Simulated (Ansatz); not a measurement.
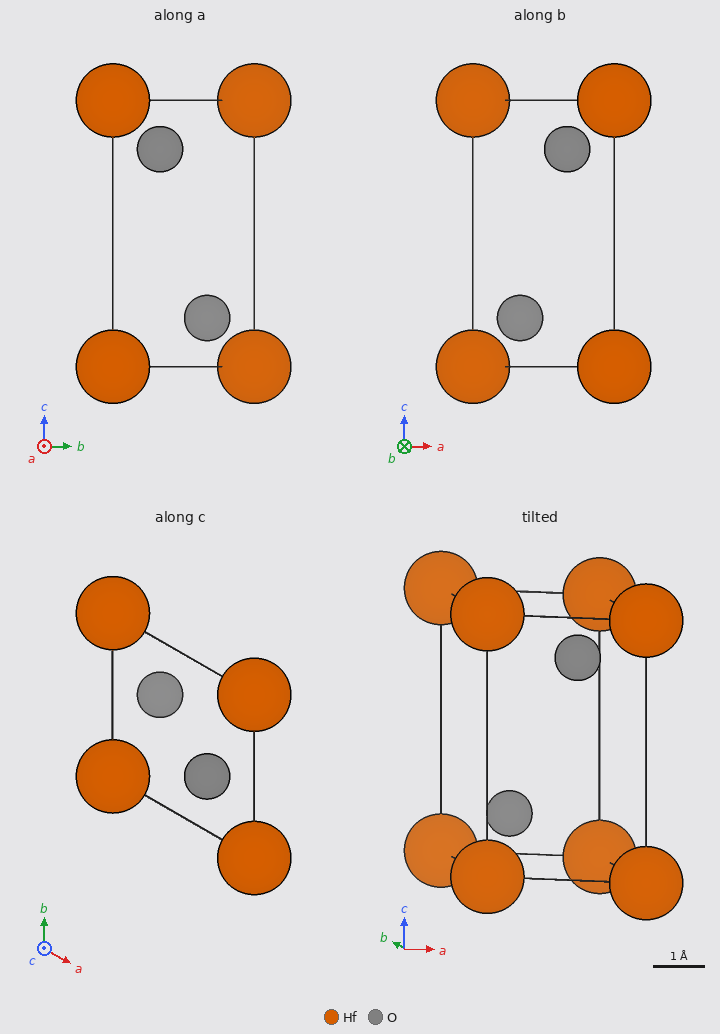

We look at a spheres-only model of the crystal along the a axis, along the b axis, along the c axis and slightly off an axis. The wireframe shows the conventional unit cell.

Lattice parameters: a = 3.2498 Å, b = 3.2498 Å, c = 5.3013 Å, α = 90.000°, β = 90.000°, γ = 120.000°.

Give the structure in the form of a CIF in P1 with every atom of the cell, with free fractional coordinates to two decimals.

Answer.
```cif
data_structure
_symmetry_space_group_name_H-M 'P 1'
_symmetry_Int_Tables_number 1
_cell_length_a 3.2498
_cell_length_b 3.2498
_cell_length_c 5.3013
_cell_angle_alpha 90.000
_cell_angle_beta 90.000
_cell_angle_gamma 120.000
_cell_volume 48.49
loop_
_atom_site_label
_atom_site_type_symbol
_atom_site_fract_x
_atom_site_fract_y
_atom_site_fract_z
_atom_site_occupancy
Hf1 Hf 0.00 0.00 0.00 1
O1 O 0.3333 0.6667 0.18 1
O2 O 0.6667 0.3333 0.82 1
```

Its origin is a structure type filled with these elements by a generator (whether the compound takes this form wasn't checked). It was relaxed at fixed volume with Ansatz, DFT PBE, scalar-relativistic, plane waves, PAW.
